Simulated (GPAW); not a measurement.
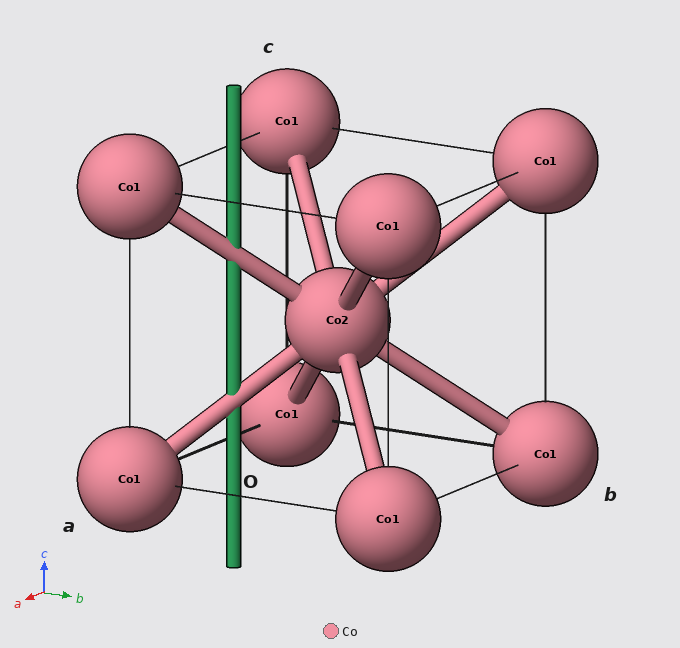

Crystal: Co, a cell listed in the Materials Project, as set up for an electronic-structure calculation. The coloured rod is the axis of a symmetry operation of the crystal. The drawing is computed from the coordinates (standard cell, symmetry found to 0.002 Å).

a = 2.805 Å, b = 2.805 Å, c = 2.805 Å, α = 90.00°, β = 90.00°, γ = 90.00°.

```csv
atom,x,y,z
Co1,0.0000,0.0000,0.0000
Co2,0.5000,0.5000,0.5000
```

Take the operation x, y, z → −x+3/2, −y+1/2, z+1/2.

Q: What kind of operation is it, and where does it lie?

A: It is a 2₁ screw rotation with translation (0, 0, 1/2), about the line along [0 0 1] through (3/4, 1/4, 1/2).

Q: Onto which atom does it carry each atom (up to whole multiples of a, b and c)?

A: Co1 → Co2, Co2 → Co1.

Q: What is the crystal's space group?

A: Im-3m, No. 229.
